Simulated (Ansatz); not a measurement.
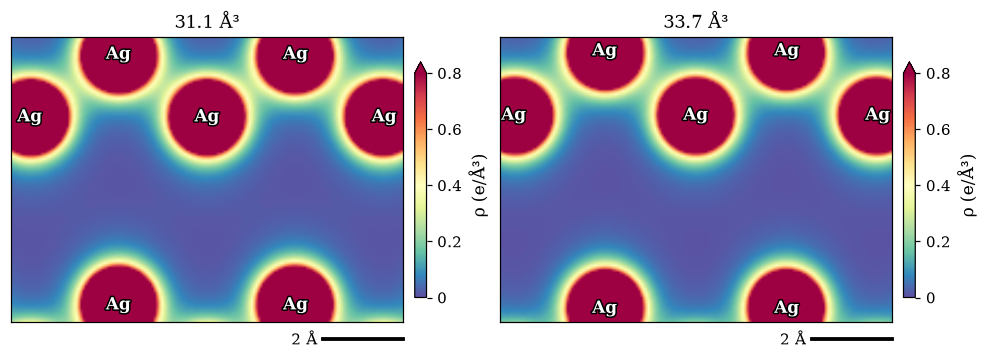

Ag. The valence charge density (pseudo) of cells scaled evenly to different volumes (given per atom above each panel), on the (11̄0) plane of each (indices in the axes of the cell below), at one length scale and on one colour scale.

A generated structure, not necessarily the stable one.

These are results of Ansatz, DFT, RPBE, plane waves (420 eV) with PAW, scalar-relativistic, not measurements.

In a PAW calculation such maps are meaningful between the atoms, not at the nuclei.

The largest cell:

```yaml
crystal:
  lattice:
    - [0.00000, 3.23040, 3.23040]
    - [3.23040, 0.00000, 3.23040]
    - [3.23040, 3.23040, 0.00000]
  atoms:
    - { symbol: Ag, position: [0.12500, 0.12500, 0.12500] }
    - { symbol: Ag, position: [0.87500, 0.87500, 0.87500] }
```

| volume (Å³/atom) | Ag–Ag contact in the plane (Å) | ρ at its midpoint (e/Å³) | pressure (GPa) | 
| --- | --- | --- | --- |
| 31.12 | 2.724 | 0.280 | 1.0 | 
| 32.41 | 2.761 | ? | ? | 
| 33.71 | 2.798 | 0.244 | −0.7 | 

Estimate the missing row, and compare with the calculation.

Over the known rows ln ρ falls by 1.86 per Å of Ag–Ag distance (the line through the two), which gives 0.261 e/Å³ at 2.761 Å; the calculation gives 0.261 e/Å³. For the pressure, a straight line in volume between the neighbouring rows gives 0.2 GPa; the calculation gives 0.0.
